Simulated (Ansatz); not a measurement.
System: Mg₂O₃, space group Pn-3m (No. 224) (one of a set of cubic test structures, which need not be the stable phase).

How it was computed, with Ansatz 0.2.0 development build: equation of state of a cubic crystal from periodic Kohn-Sham density functional theory without spin, third-order Birch-Murnaghan fit to the free energies; pressure corrected for the finite basis. Level: PBE.

- structure type: cubic X2O3
- atoms in cell: 10
- space group number: 224
- lattice centring: simple cubic
- k mesh: 23×23×23
- occupation method: Fermi–Dirac
- occupation width: 0.06123 eV
- wave cutoff: 420 eV
- datasets: soft-1 PAW
- density tolerance: 1.1e−07 eV
- bands: 48
- density cutoff ratio: 4
- search for lower states: default

Predict the energy above the lowest point and pressure against volume. The volume takes the values 10.67, 10.90, 11.13, 11.35, 11.58, 11.81, 12.04 Å³/atom.

A third-order Birch–Murnaghan fit gives V0 = 11.35 Å³/atom, B0 = 113 GPa and B′ = 4.1. The energy above the lowest point is 16.0 meV/atom at volume 10.67 Å³/atom and 13.0 meV/atom at 12.04 Å³/atom; the lowest computed point is at volume 11.35 Å³/atom (0.0 meV/atom). The pressure falls from 7.9 GPa at volume 10.67 Å³/atom to −5.8 GPa at 12.04 Å³/atom, and changes sign near 11.35 Å³/atom.

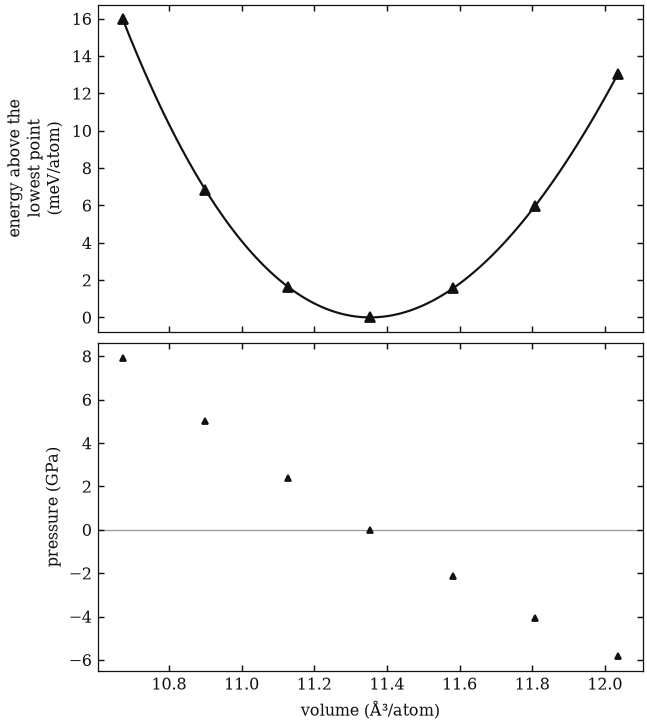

Limits of the calculation: cubic model structure, not the ambient form.
